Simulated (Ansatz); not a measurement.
C₁₈N (slab)

Input

```
crystal:
  lattice:
    - [7.398, 0.0, 0.0]
    - [-3.699, 6.406856, 0.0]
    - [0.0, 0.0, 13.0]
  atoms:
    - { symbol: C, position: [0.0, 0.0, 0.0769231] }
    - { symbol: C, position: [0.2222222, 0.1111111, 0.0769231] }
    - { symbol: C, position: [0.0, 0.3333333, 0.0769231] }
    - { symbol: C, position: [0.2222222, 0.4444444, 0.0769231] }
    - { symbol: C, position: [0.0, 0.6666667, 0.0769231] }
    - { symbol: C, position: [0.2222222, 0.7777778, 0.0769231] }
    - { symbol: C, position: [0.3333333, 0.0, 0.0769231] }
    - { symbol: C, position: [0.5555556, 0.1111111, 0.0769231] }
    - { symbol: C, position: [0.3333333, 0.3333333, 0.0769231] }
    - { symbol: C, position: [0.5555556, 0.4444444, 0.0769231] }
    - { symbol: C, position: [0.3333333, 0.6666667, 0.0769231] }
    - { symbol: C, position: [0.5555556, 0.7777778, 0.0769231] }
    - { symbol: C, position: [0.6666667, 0.0, 0.0769231] }
    - { symbol: C, position: [0.8888889, 0.1111111, 0.0769231] }
    - { symbol: C, position: [0.6666667, 0.3333333, 0.0769231] }
    - { symbol: C, position: [0.8888889, 0.4444444, 0.0769231] }
    - { symbol: C, position: [0.6666667, 0.6666667, 0.0769231] }
    - { symbol: C, position: [0.8888889, 0.7777778, 0.0769231] }
    - { symbol: "N", position: [0.1502752, 0.5111953, 0.1707692], spin: 1.0 }
magnetization:
  spin_polarized: true
basis:
  ecutwfc: 420.0
kpoints:
  mp_grid: { grid: [2, 2, 1] }
hamiltonian:
  xc: lda
scf:
  occupations: { method: gaussian, width: 0.02 }
  lower_state_search: "off"
relax:
  f_tol: 0.03
  max_steps: 60
  adjacent_minimum: "off"
output:
  write_density: true
  write_potential: true
  elf: true
  volumetric_format: npy
```

Launched as:

```sh
ansatz run input.yaml --threads 2 --pin off --max-ram 5120MiB --backend cpu --events-out ev --progress --plain --runs-dir out
```

The fields are those of the run's last geometry, not of the input's.

Spin-polarised.

Theory: DFT LDA, scalar-relativistic, plane waves, PAW (Ansatz).

The density is the valence pseudo-density of a PAW calculation; it isn't the true density close to the nuclei.

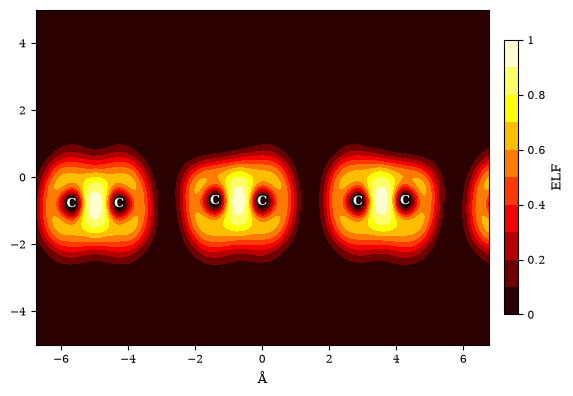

Figure 1. ELF on the (110) plane of the calculation cell, a cut from vacuum to vacuum.

**Read the bonding off the picture.**

The section cuts through C sites. C–C (1.41 Å): the ELF peaks at about 0.95 between the atoms, as expected for localised, covalent bonding.

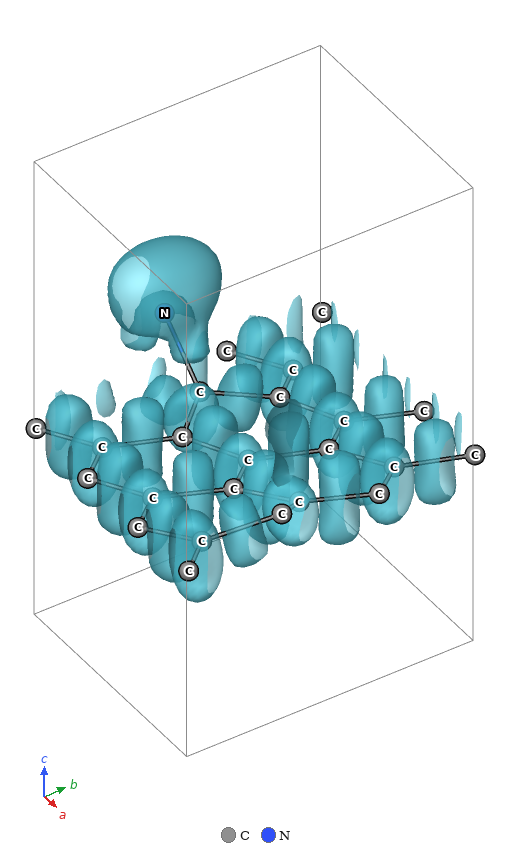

Figure 2. Isosurface of the electron localisation function at 0.75 (cyan), seen slightly off an axis. Core shells and regions of very low density are left out. Sticks mark near contacts.

**What do the ELF domains correspond to?**

The ELF exceeds this value in 27 regions between bonded C–C atoms (shared pairs) and one region on N in which the atom's valence shell and bonds are merged, counted in one cell of 19 atoms. Counts are for one cell; the picture repeats the cell along the surface. Profiles from the grid: C–N (1.43 Å): the ELF peaks at about 0.85 between the atoms; a covalent bond.
